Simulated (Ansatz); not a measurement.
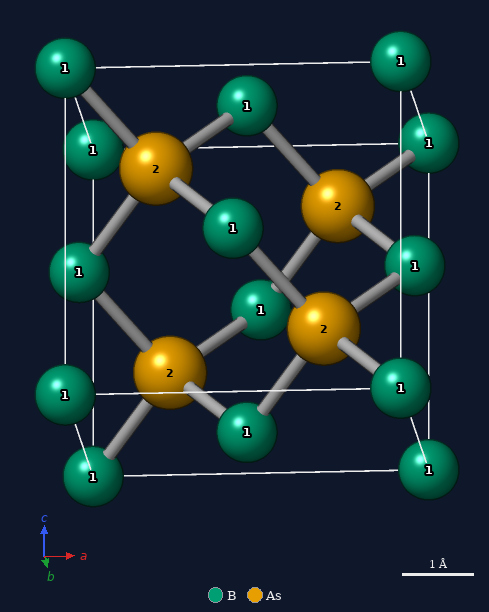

Reference structure: solid BAs (built on the zincblende type) at its r2SCAN-relaxed geometry. The picture is a ball-and-stick view of the conventional cell (4 times the calculation's cell), seen from a free direction. Lengths and directions refer to the drawn axes.

Computed with DFT, PBE, plane waves, PAW in Ansatz. Settings: plane-wave cutoff 420 eV; k-point mesh 10 × 10 × 10; occupations fermi dirac; smearing width 0.02 eV; no spin polarisation.

Change: The cell is strained by +1.5 % along [1 0 −1], −1.5 % along [1 0 1], none along the third axis (volume 0.0 %). The atoms were relaxed with r2SCAN under that strain, and this is a single point on that geometry.

Q: Predict the response.

A: It costs 5.8 meV per atom. Pressure: 2.2 GPa before, 2.3 GPa after. The principal stresses (compression positive) are 6.9 GPa along [1 0 1], 2.2 GPa along b, −2.2 GPa along [1 0 −1]. The largest forces, 0.024 eV/Å, act on B1 and As2. The band gap: 1.19 eV before, 0.99 eV after. Some distances before and after: As–B 2.071 → 2.058 to 2.086 Å. The space group (tolerance 0.01 Å) goes from F-43m (No. 216) to Imm2 (No. 44).

The changed structure in the same view:

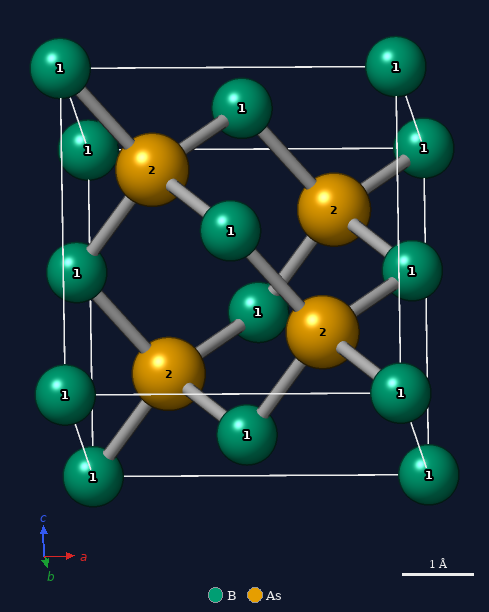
